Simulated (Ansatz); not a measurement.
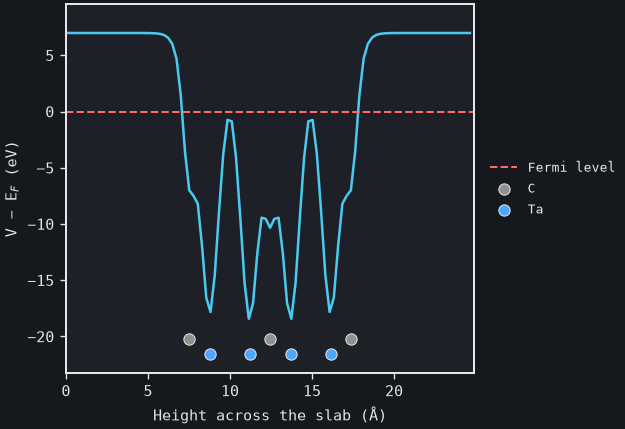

Plane-averaged electrostatic potential energy of an electron across the slab; circles at the bottom mark the heights of the atoms.

Structure: a (001) slab cut from Ta2C (P-3m1), of composition Ta4C3 (not the bulk's), ended by C planes, 7 atoms in the cell; a = 3.11 Å, b = 3.11 Å, c = 24.88 Å, α = 90.00°, β = 90.00°, γ = 120.00°.

Method: DFT r2SCAN, scalar-relativistic, plane waves, PAW, no spin polarisation, 12×12×1 k mesh, 500 eV cutoff, Gaussian smearing of 0.1 eV (Ansatz).

**Read off the work function of each face.**

The work function is 6.99 eV, the same on both faces. The two vacuum levels agree, so the slab has no net dipole along its normal.

**How thick are slab and vacuum?**

The outermost atoms are 9.9 Å apart, which leaves 15.0 Å of vacuum in a cell 24.9 Å high.

The atoms aren't at rest in this cell (largest force 4.0 eV/Å), so the relaxed material can differ. Spin-orbit coupling is left out, which matters for Ta.
